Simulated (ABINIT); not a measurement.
**HfN: geometry relaxation (part 1 of 2)**

System: HfN (2 atoms in the cell).
Method: Kohn-Sham DFT of a periodic cell, PBE, JTH PAW PBE v2.0, no spin polarisation (ABINIT 10.8.3).

The structure derives from an entry of the Crystallography Open Database.

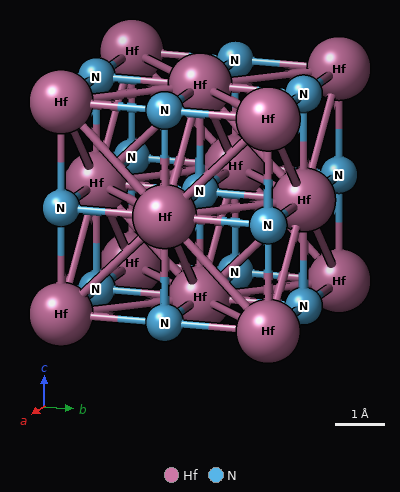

Figure 1. The input geometry (ball-and-stick view of the cell 4 times as large as that of the calculation, set on its symmetry axes, seen slightly off an axis). An atom can appear more than once, as a periodic image.

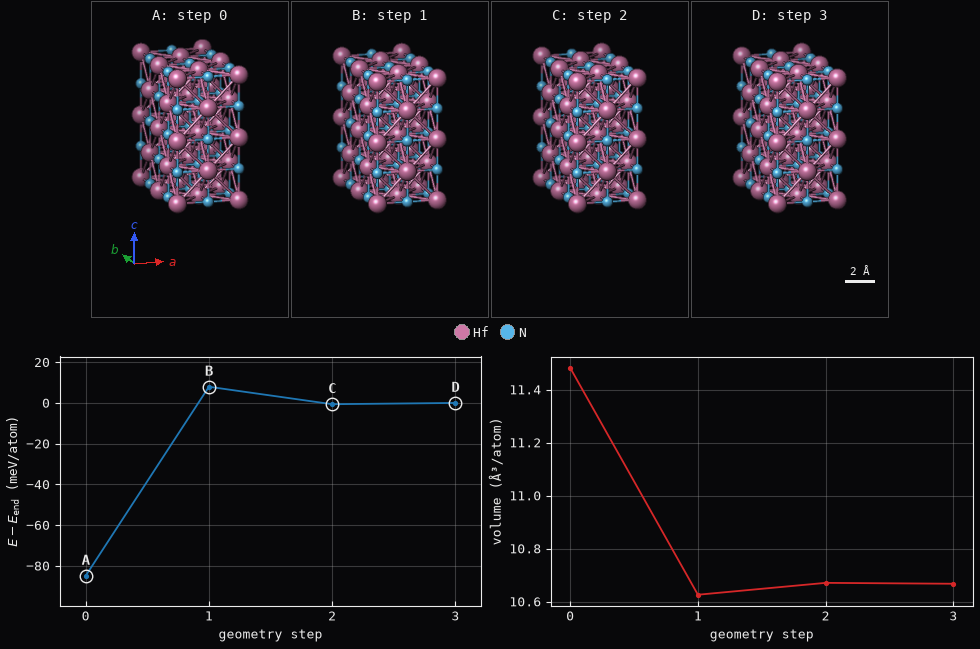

Figure 2. Frames of the relaxation (ball-and-stick view of the cell 4 times as large as that of the calculation, set on its symmetry axes, repeated 1 × 2 × 2, seen slightly off an axis) above the curves, on which the letters mark them (steps are counted from 0).

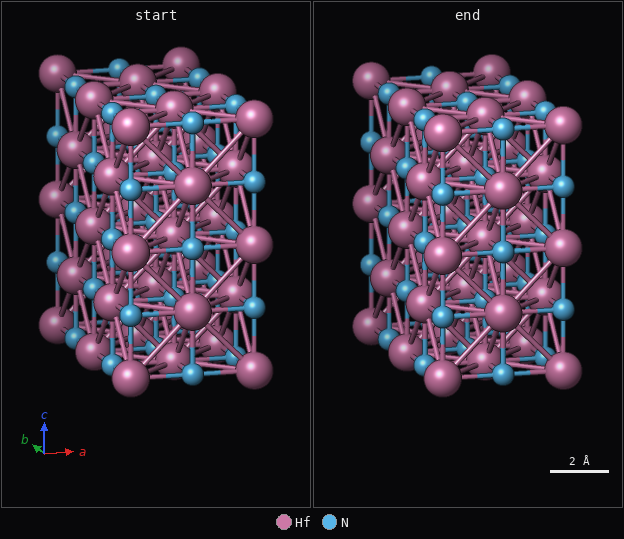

Figure 3. Before (left) and after (right) the relaxation, at one scale (ball-and-stick view of the cell 4 times as large as that of the calculation, set on its symmetry axes, repeated 1 × 2 × 2, seen slightly off an axis). Over 3 geometry steps the energy rises by 84.9 meV per atom. All forces vanish by symmetry, so only the cell relaxes. No atom moves by more than 0.005 Å relative to the cell. Cell: a = b = c 4.512 → 4.403 Å (−2.4 %). Volume −7.1 %. Among the contacts that change: Hf1–Hf1 3.190 → 3.113 Å, Hf1–N2 2.256 → 2.201 Å. The space group stays Fm-3m (No. 225). (Atoms are counted from 1 in the order of the input.)

The input that produced these results follows, with the program's output.

The input
```
# Pseudopotentials
pp_dirpath "./"
pseudos "Hf.GGA_PBE-JTH.xml, N.GGA_PBE-JTH.xml"

# Structure
acell 3*1.0 Angstrom
rprim
     0.0000000000     2.2560000000     2.2560000000
     2.2560000000     0.0000000000     2.2560000000
     2.2560000000     2.2560000000     0.0000000000
ntypat 2
znucl 72 7
natom 2
typat 1 2
xcart
     0.0000000000     0.0000000000     0.0000000000
     2.2560000000     2.2560000000     2.2560000000 Angstrom
chkprim 0
chksymtnons 0
tolsym 1.0e-6

# Plane-wave basis
ecut 26.0
pawecutdg 48.0
pawxcdev 0

# k points
kptopt 1
ngkpt 10 10 10
nshiftk 1
shiftk 0.0 0.0 0.0

# Exchange and correlation
ixc 11

# Bands and occupations
nband 13
occopt 3
tsmear 0.05 eV

# SCF cycle
nstep 100
tolvrs 1.0e-9

# Output
iomode 3
prtwf 0
prtden 0
prteig 0
prtebands 0
enunit 1

# Relaxation
ionmov 2
ntime 60
tolmxf 5.0e-5
optcell 2
dilatmx 1.08
ecutsm 0.5
strtarget 3*-1.019679e-03 3*0.0
```

Command:
```bash
abinit run.abi > log 2>&1
```

The program's output
```
.Version 10.8.3 of ABINIT
 Symmetries : space group Fm -3 m (#225); Bravais cF (face-center cubic)
================================================================================
 Values of the parameters that define the memory need of the present run
     intxc =       0    ionmov =       2      iscf =      17    lmnmax =      18
     lnmax =       6     mgfft =      30  mpssoang =       3    mqgrid =    3001
     natom =       2  nloc_mem =       2    nspden =       1   nspinor =       1
    nsppol =       1      nsym =      48    n1xccc =       1    ntypat =       2
    occopt =       3   xclevel =       2
       mpw =        1258          nfft =       27000          nkpt =          47
 PAW method is used; the additional fine FFT grid is defined by:
   mgfftf=        45    nfftf =     91125
================================================================================
================================================================================

--------------------------------------------------------------------------------
------------- Echo of variables that govern the present computation ------------
--------------------------------------------------------------------------------
 -outvars: echo values of preprocessed input variables --------
            acell      1.8897261259E+00  1.8897261259E+00  1.8897261259E+00 Bohr
              amu      1.78490000E+02  1.40067400E+01
          chkprim           0
      chksymtnons           0
          dilatmx      1.08000000E+00
             ecut      2.60000000E+01 Hartree
           ecutsm      5.00000000E-01 Hartree
           enunit           1
           ionmov           2
              ixc          11
         kptrlatt       10    0    0      0   10    0      0    0   10
          kptrlen      6.02910657E+01
            natom           2
            nband          13
            ngfft          30      30      30
          ngfftdg          45      45      45
             nkpt          47
            nstep         100
             nsym          48
            ntime          60
           ntypat           2
           occopt           3
          optcell           2
        pawecutdg      4.80000000E+01 Hartree
         pawxcdev           0
           prtden           0
        prtebands           0
           prteig           0
            prtwf           0
            rprim      0.0000000000E+00  2.2560000000E+00  2.2560000000E+00
                       2.2560000000E+00  0.0000000000E+00  2.2560000000E+00
                       2.2560000000E+00  2.2560000000E+00  0.0000000000E+00
          spgroup         225
        strtarget     -1.01967900E-03 -1.01967900E-03 -1.01967900E-03
                       0.00000000E+00  0.00000000E+00  0.00000000E+00
           tolsym      1.00000000E-06
           tolvrs      1.00000000E-09
           tsmear      1.83746611E-03 Hartree
            typat      1  2
           useylm           1
           xangst      0.0000000000E+00  0.0000000000E+00  0.0000000000E+00
                       2.2560000000E+00  2.2560000000E+00  2.2560000000E+00
            xcart      0.0000000000E+00  0.0000000000E+00  0.0000000000E+00
                       4.2632221400E+00  4.2632221400E+00  4.2632221400E+00
             xred      0.0000000000E+00  0.0000000000E+00  0.0000000000E+00
                       5.0000000000E-01  5.0000000000E-01  5.0000000000E-01
            znucl       72.00000    7.00000

================================================================================

 chkinp: Checking input parameters for consistency.

================================================================================
== DATASET  1 ==================================================================

--- !DatasetInfo
iteration_state: {dtset: 1, }
dimensions: {natom: 2, nkpt: 47, mband: 13, nsppol: 1, nspinor: 1, nspden: 1, mpw: 1258, }
cutoff_energies: {ecut:  26.0, pawecutdg:  48.0, }
electrons: {nelect:   1.70000000E+01, charge:   0.00000000E+00, occopt:   3.00000000E+00, tsmear:   1.83746611E-03, }
meta: {optdriver: 0, ionmov: 2, optcell: 2, iscf: 17, paral_kgb: 0, }
...

 Exchange-correlation functional for the present dataset will be:
  GGA: Perdew-Burke-Ernzerhof functional - ixc=11
  J.P.Perdew, K.Burke, M.Ernzerhof, PRL 77, 3865 (1996)

 Real(R)+Recip(G) space primitive vectors, cartesian coordinates (Bohr,Bohr^-1):
 R(1)=  0.0000000  4.2632221  4.2632221  G(1)= -0.1172822  0.1172822  0.1172822
 R(2)=  4.2632221  0.0000000  4.2632221  G(2)=  0.1172822 -0.1172822  0.1172822
 R(3)=  4.2632221  4.2632221  0.0000000  G(3)=  0.1172822  0.1172822 -0.1172822
 Unit cell volume ucvol=  1.5496866E+02 bohr^3
 Angles (23,13,12)=  6.00000000E+01  6.00000000E+01  6.00000000E+01 degrees

 Coarse grid specifications (used for wave-functions):

 getcut: wavevector=  0.0000  0.0000  0.0000  ngfft=  30  30  30
         ecut(hartree)=     30.326   => boxcut(ratio)=   2.00944

 Fine grid specifications (used for densities):

 getcut: wavevector=  0.0000  0.0000  0.0000  ngfft=  45  45  45
         ecut(hartree)=     55.987   => boxcut(ratio)=   2.16666

--- Pseudopotential description ------------------------------------------------
- pspini: atom type   1  psp file is ./Hf.GGA_PBE-JTH.xml
 Pseudopotential format is: paw10
 basis_size (lnmax)=  6 (lmn_size= 18), orbitals=   0   0   1   1   2   2
 Spheres core radius: rc_sph= 2.41119446
 Shapefunction is SIN type: shapef(r)=[sin(pi*r/rshp)/(pi*r/rshp)]**2
 Radius for shape functions =  2.41119446
 Compensation charge density is not taken into account in XC energy/potential

- pspini: atom type   2  psp file is ./N.GGA_PBE-JTH.xml
 Pseudopotential format is: paw10
 basis_size (lnmax)=  4 (lmn_size=  8), orbitals=   0   0   1   1
 Spheres core radius: rc_sph= 1.20497474
 Shapefunction is SIN type: shapef(r)=[sin(pi*r/rshp)/(pi*r/rshp)]**2
 Radius for shape functions =  1.00243812
 Compensation charge density is not taken into account in XC energy/potential

   1.63067352E+03                                ecore*ucvol(ha*bohr**3)
--------------------------------------------------------------------------------

================================================================================

=== [ionmov= 2] Broyden-Fletcher-Goldfarb-Shanno method (forces)
================================================================================

--- Iteration: ( 1/60) Internal Cycle: (1/1)
--------------------------------------------------------------------------------

---SELF-CONSISTENT-FIELD CONVERGENCE--------------------------------------------

--- !BeginCycle
iteration_state: {dtset: 1, itime: 1, icycle: 1, }
solver: {iscf: 17, nstep: 100, nline: 4, wfoptalg: 10, }
tolerances: {tolvrs: 1.00E-09, }
...

     iter   Etot(hartree)      deltaE(h)  residm     nres2
 ETOT  1  -58.914302268832    -5.891E+01 4.318E+00 5.901E+00
 ETOT  2  -60.219324178647    -1.305E+00 1.473E-01 2.107E+01
 ETOT  3  -60.208985243997     1.034E-02 6.296E-02 1.311E+01
 ETOT  4  -60.190325298864     1.866E-02 9.497E-03 1.306E+00
 ETOT  5  -60.191686261635    -1.361E-03 7.194E-03 3.376E-01
 ETOT  6  -60.191463250411     2.230E-04 1.609E-02 9.985E-02
 ETOT  7  -60.191325008214     1.382E-04 8.694E-03 3.810E-02
 ETOT  8  -60.191316868770     8.139E-06 6.804E-03 3.706E-03
 ETOT  9  -60.191313490018     3.379E-06 1.943E-03 3.293E-04
 ETOT 10  -60.191313232916     2.571E-07 1.189E-03 1.923E-04
 ETOT 11  -60.191313169904     6.301E-08 1.237E-03 1.237E-04
 ETOT 12  -60.191313129919     3.999E-08 7.796E-04 6.976E-05
 ETOT 13  -60.191313100774     2.914E-08 1.019E-03 3.278E-05
 ETOT 14  -60.191313072164     2.861E-08 5.797E-04 6.557E-07
 ETOT 15  -60.191313074503    -2.339E-09 7.028E-04 4.261E-07
 ETOT 16  -60.191313074379     1.248E-10 3.730E-04 1.628E-07
 ETOT 17  -60.191313074289     8.936E-11 4.292E-04 3.696E-08
 ETOT 18  -60.191313074246     4.297E-11 2.193E-04 1.160E-09
 ETOT 19  -60.191313074254    -7.333E-12 2.439E-04 5.318E-09
 ETOT 20  -60.191313074250     3.496E-12 1.225E-04 2.803E-11

 At SCF step   20       nres2   =  2.80E-11 < tolvrs=  1.00E-09 =>converged.

 Cartesian components of stress tensor (hartree/bohr^3)
  sigma(1 1)= -1.69668709E-04  sigma(3 2)=  0.00000000E+00
  sigma(2 2)= -1.69668709E-04  sigma(3 1)=  0.00000000E+00
  sigma(3 3)= -1.69668709E-04  sigma(2 1)=  0.00000000E+00

--- !ResultsGS
iteration_state: {dtset: 1, itime: 1, icycle: 1, }
comment   : Summary of ground state results
lattice_vectors:
- [  0.0000000,   4.2632221,   4.2632221, ]
- [  4.2632221,   0.0000000,   4.2632221, ]
- [  4.2632221,   4.2632221,   0.0000000, ]
lattice_lengths: [   6.02911,    6.02911,    6.02911, ]
lattice_angles: [ 60.000,  60.000,  60.000, ] # degrees, (23, 13, 12)
lattice_volume:   1.5496866E+02
convergence: {deltae:  3.496E-12, res2:  2.803E-11, residm:  1.225E-04, diffor: null, }
etotal    :  -6.01913131E+01
entropy   :   0.00000000E+00
fermie    :   9.19812294E-02
cartesian_stress_tensor: # hartree/bohr^3
- [ -1.69668709E-04,   0.00000000E+00,   0.00000000E+00, ]
- [  0.00000000E+00,  -1.69668709E-04,   0.00000000E+00, ]
- [  0.00000000E+00,   0.00000000E+00,  -1.69668709E-04, ]
pressure_GPa:   4.9918E+00
xred      :
- [  0.0000E+00,   0.0000E+00,   0.0000E+00, Hf]
- [  5.0000E-01,   5.0000E-01,   5.0000E-01,  N]
cartesian_forces: # hartree/bohr
- [ -0.00000000E+00,  -0.00000000E+00,  -0.00000000E+00, ]
- [ -0.00000000E+00,  -0.00000000E+00,  -0.00000000E+00, ]
force_length_stats: {min:   0.00000000E+00, max:   0.00000000E+00, mean:   0.00000000E+00, }
...

 Integrated electronic density in atomic spheres:
 ------------------------------------------------
 Atom  Sphere_radius  Integrated_density
    1        2.41119          9.67139299
    2        1.20497          2.59624462

---OUTPUT-----------------------------------------------------------------------

 Cartesian coordinates (xcart) [bohr]
  0.00000000000000E+00  0.00000000000000E+00  0.00000000000000E+00
  4.26322214004796E+00  4.26322214004796E+00  4.26322214004796E+00
 Reduced coordinates (xred)
  0.00000000000000E+00  0.00000000000000E+00  0.00000000000000E+00
  5.00000000000000E-01  5.00000000000000E-01  5.00000000000000E-01
 Cartesian forces (fcart) [Ha/bohr]; max,rms= 0.00000E+00 0.00000E+00 (free atoms)
 -0.00000000000000E+00 -0.00000000000000E+00 -0.00000000000000E+00
 -0.00000000000000E+00 -0.00000000000000E+00 -0.00000000000000E+00
 Gradient of E wrt nuclear positions in reduced coordinates (gred)
  0.00000000000000E+00  0.00000000000000E+00  0.00000000000000E+00
  0.00000000000000E+00  0.00000000000000E+00  0.00000000000000E+00
 Scale of Primitive Cell (acell) [bohr]
  1.88972612590778E+00  1.88972612590778E+00  1.88972612590778E+00
 Real space primitive translations (rprimd) [bohr]
  0.00000000000000E+00  4.26322214004796E+00  4.26322214004796E+00
  4.26322214004796E+00  0.00000000000000E+00  4.26322214004796E+00
  4.26322214004796E+00  4.26322214004796E+00  0.00000000000000E+00
 Unitary Cell Volume (ucvol) [Bohr^3]=  1.54968662087998E+02
 Angles (23,13,12)= [degrees]
  6.00000000000000E+01  6.00000000000000E+01  6.00000000000000E+01
 Lengths [Bohr]
  6.02910656986507E+00  6.02910656986507E+00  6.02910656986507E+00
 Stress tensor in cartesian coordinates (strten) [Ha/bohr^3]
 -1.69668708901005E-04  0.00000000000000E+00  0.00000000000000E+00
  0.00000000000000E+00 -1.69668708901005E-04  0.00000000000000E+00
  0.00000000000000E+00  0.00000000000000E+00 -1.69668708901033E-04
 Total energy (etotal) [Ha]= -6.01913130742501E+01

--- Iteration: ( 2/60) Internal Cycle: (1/1)
--------------------------------------------------------------------------------

---SELF-CONSISTENT-FIELD CONVERGENCE--------------------------------------------

--- !BeginCycle
iteration_state: {dtset: 1, itime: 2, icycle: 1, }
solver: {iscf: 17, nstep: 100, nline: 4, wfoptalg: 10, }
tolerances: {tolvrs: 1.00E-09, }
...

     iter   Etot(hartree)      deltaE(h)  residm     nres2
 ETOT  1  -60.183381182365    -6.018E+01 1.295E+01 1.293E+01
 ETOT  2  -60.186452273127    -3.071E-03 3.757E-03 2.401E+00
 ETOT  3  -60.184790148194     1.662E-03 5.765E-03 5.690E-01
 ETOT  4  -60.184468022313     3.221E-04 2.155E-04 1.545E-02
 ETOT  5  -60.184485375750    -1.735E-05 6.158E-05 1.636E-03
 ETOT  6  -60.184487486794    -2.111E-06 1.648E-05 1.103E-04
 ETOT  7  -60.184487494992    -8.198E-09 2.604E-05 1.441E-05
 ETOT  8  -60.184487501954    -6.962E-09 8.005E-06 1.554E-06
 ETOT  9  -60.184487500888     1.066E-09 1.246E-05 1.197E-07
 ETOT 10  -60.184487500875     1.278E-11 5.983E-06 1.511E-08
 ETOT 11  -60.184487500865     1.046E-11 6.034E-06 8.984E-10

 At SCF step   11       nres2   =  8.98E-10 < tolvrs=  1.00E-09 =>converged.

 Cartesian components of stress tensor (hartree/bohr^3)
  sigma(1 1)= -1.07174113E-03  sigma(3 2)=  0.00000000E+00
  sigma(2 2)= -1.07174113E-03  sigma(3 1)=  0.00000000E+00
  sigma(3 3)= -1.07174113E-03  sigma(2 1)=  0.00000000E+00
```
